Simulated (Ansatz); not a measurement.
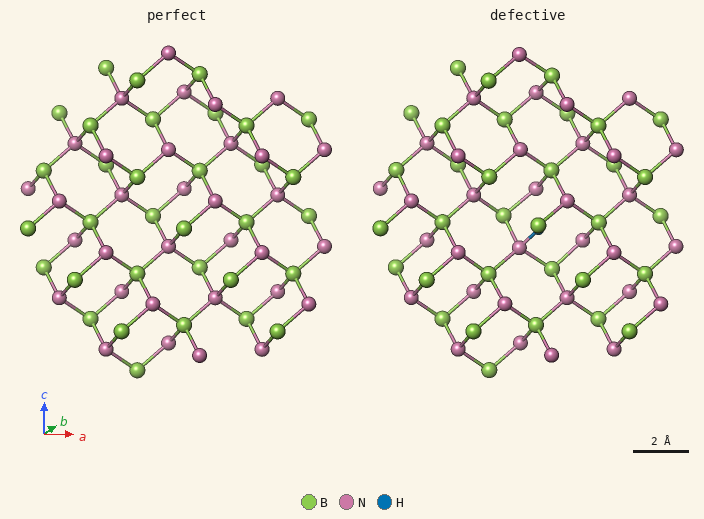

Left: perfect BN. Right: the same region with one point defect, after relaxing the atoms in a supercell of 64 sites. A ball-and-stick model of the atoms within 6.0 Å of one point, in a slice 3.4 Å thick across the line of sight, seen slightly off an axis.

These are results of DFT, PBEsol, PAW, plane waves (Ansatz), not measurements. Settings: plane-wave cutoff 420 eV; k-point mesh 1 × 1 × 1; mesh shifted by (0.25, 0.25, 0.25); no spin polarisation. Fermi-Dirac smearing of 0.01 eV. A uniform background neutralises the charged cell. The axes drawn are those of the host's conventional cell.

> Which defect is it?

An extra hydrogen atom is put between the host's atoms (an interstitial).

The charge state of the cell is +1.

> How does the lattice respond?

The H atom starts with 4 B at 1.56 Å, 6 N at 1.80 Å around its place and ends with 1 N at 1.04 Å. Of the host's atoms, a boron atom moves furthest from its site, by 0.34 Å. The H atom itself moves 1.30 Å from where it was put.

Limits of the set-up: the periodic images lie only 7.2 Å apart, so the values are limited by the cell's size; the cell is charged, on a uniform background, and energies carry no finite-size correction.
